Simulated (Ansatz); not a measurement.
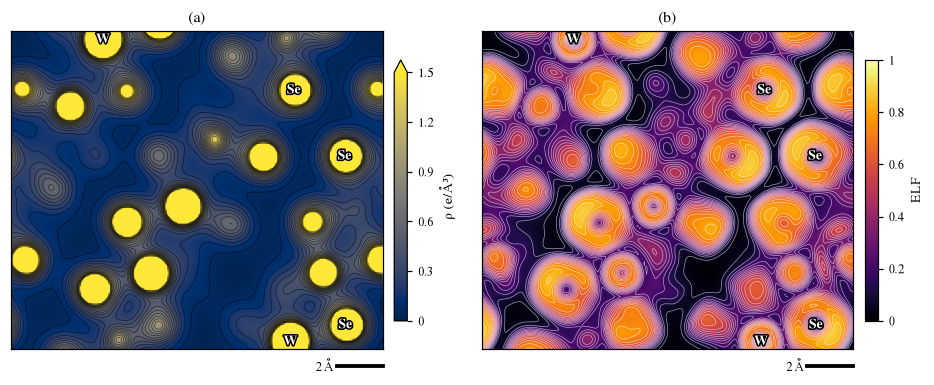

*W₅Se₉ (cell with a defect). (a) valence electron density; (b) electron localisation function on the (111) plane of the calculation cell.*

Method: DFT PBE+D3(BJ), scalar-relativistic, plane waves, PAW in Ansatz.

Core electrons are frozen (PAW), and the valence fields are smoothed inside the atomic spheres.

```
W Se
1.0
     8.19760    2.83973    0.00000
    -1.63952   -8.51920    0.00000
     0.00000    0.00000  -12.79282
W Se
15 27
Direct
  0.32207 0.65859 0.74715
  0.76190 0.80952 0.74652
  0.48050 0.37981 0.74781
  0.19161 0.95783 0.74781
  0.91284 0.52062 0.74715
  0.61360 0.09093 0.74781
  0.05081 0.24936 0.74715
  0.09524 0.47619 0.25116
  0.52327 0.61827 0.25321
  0.23852 0.19138 0.25304
  0.95316 0.76214 0.25321
  0.66715 0.33291 0.25304
  0.38005 0.90428 0.25304
  0.80929 0.04816 0.25321
  0.09524 0.47619 0.60441
  0.51888 0.61507 0.61581
  0.24191 0.19968 0.61523
  0.95636 0.76095 0.61581
  0.67206 0.32952 0.61523
  0.37174 0.89937 0.61523
  0.81048 0.05255 0.61581
  0.33424 0.66711 0.12055
  0.76190 0.80952 0.12151
  0.47671 0.38090 0.12099
  0.19053 0.95295 0.12099
  0.90432 0.52428 0.12055
  0.61848 0.09472 0.12099
  0.04715 0.23718 0.12055
  0.09524 0.47619 0.88616
  0.52535 0.61862 0.87823
  0.24081 0.19414 0.88015
  0.95280 0.76387 0.87823
  0.66762 0.33062 0.88015
  0.37728 0.90381 0.88015
  0.80756 0.04608 0.87823
  0.33048 0.66433 0.38503
  0.76190 0.80952 0.38453
  0.47675 0.38065 0.38472
  0.19078 0.95325 0.38472
  0.90710 0.52329 0.38503
  0.61818 0.09468 0.38472
  0.04814 0.24095 0.38503
```

What does the map show?

Answer. Atoms in the plane: W and Se.
Atoms just off the plane (W, 0.3 Å away and Se, 0.3 Å away) can leave unmarked features too.
W–Se (2.56 Å): the density is about 0.52 e/Å³ at the midpoint; the ELF is about 0.50 at the midpoint.
Between the atoms the lowest density in this plane is 0.02 e/Å³.
The features right at W lie inside the PAW spheres, where the map follows smoothed inner orbitals and isn't to be read closely.

Does the calculation make it a metal, or give it a gap?

Answer. It is gapless in this calculation (a metal or semimetal).
